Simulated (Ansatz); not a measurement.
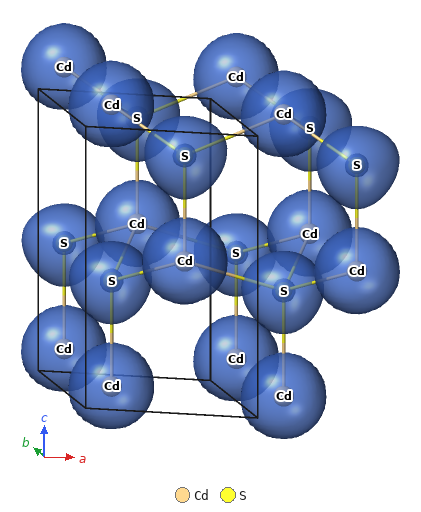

The picture shows: CdS. Isosurface of the valence charge density (pseudo) at 0.6 e/Å³ (blue), seen slightly off an axis. Sticks mark near contacts.

Space group P6₃mc; computed pressure about 2 GPa in this cell.

Theory: Kohn-Sham DFT of a periodic cell, PBE, Ansatz PAW (Ansatz).

Core electrons are frozen (PAW), and the valence fields are smoothed inside the atomic spheres.

Input

```
crystal:
  lattice:
    - [4.15, 0.0, 0.0]
    - [-2.075, 3.5940054257, 0.0]
    - [0.0, 0.0, 6.737]
  atoms:
    - { symbol: Cd, position: [0.6666666667, 0.3333333333, 0.5] }
    - { symbol: Cd, position: [0.3333333333, 0.6666666667, 0.0] }
    - { symbol: S, position: [0.6666666667, 0.3333333333, 0.875] }
    - { symbol: S, position: [0.3333333333, 0.6666666667, 0.375] }
hamiltonian:
  xc: pbe
  pseudopotentials: { kind: paw }
kpoints:
  mp_grid: { grid: [7, 7, 4] }
scf:
  occupations: { method: gaussian, width: 0.017 }
output:
  forces: true
  stress: true
  eigenvalues: true
  write_density: true
  write_potential: true
  elf: true
  volumetric_format: npy
```

Launched as:

```sh
ansatz run input.yaml --threads 2 --pin off --max-ram 5632MiB --backend cpu --events-out ev --progress --plain --runs-dir out
```

Below, planes, directions and counts refer to the conventional cell (a = 4.15 Å, b = 4.15 Å, c = 6.74 Å, α = 90.00°, β = 90.00°, γ = 120.00°).

Q: What does this surface tell about the bonding?

A: At this value the density breaks into separate islands; it holds about 75 % of the electrons treated as valence (semicore included). It bridges none of the near contacts. It is pinched off along the shortest Cd–S (2.53 Å) contacts. On the grid the lowest density along these lines, outside the cores, is 0.42 e/Å³ (Cd–S, 2.53 Å).

Q: Metal or insulator at this level of theory?

A: It is gapped, with a Kohn–Sham gap of 1.2 eV on the k-point mesh (the band edges may lie off the mesh, which would make the gap smaller).
